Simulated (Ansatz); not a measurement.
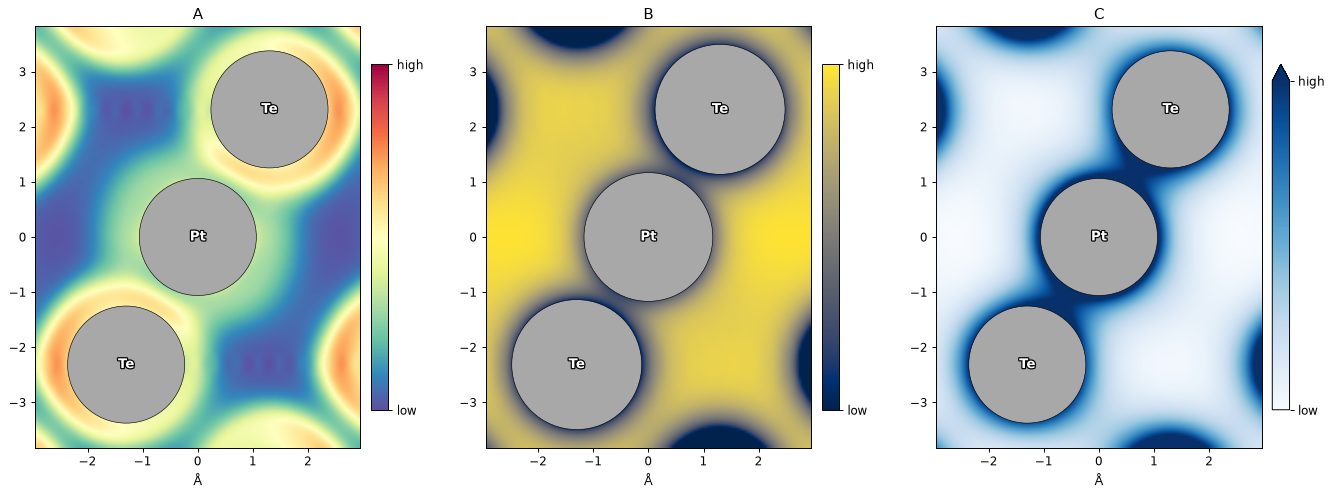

Te2Pt: 3 fields on the (110) plane of the conventional cell, with unlabelled colour scales. Grey discs cover the atomic cores.

Space group P-3m1; not relaxed (largest force 1.0 eV/Å); computed pressure about 9 GPa in this cell.

The calculation used Kohn-Sham DFT of a periodic cell, PBE, Ansatz PAW (Ansatz).

**The panels show electron localisation function, electrostatic potential energy of an electron and valence pseudo-density in some order. Assign them.**

Panel A: electron localisation function. Panel B: electrostatic potential energy of an electron (low next to the atoms, rising into the space between them). Panel C: valence pseudo-density. From the grid: Te–Pt (2.66 Å): the density is about 0.52 e/Å³ at the midpoint; the ELF is about 0.50 at the midpoint.
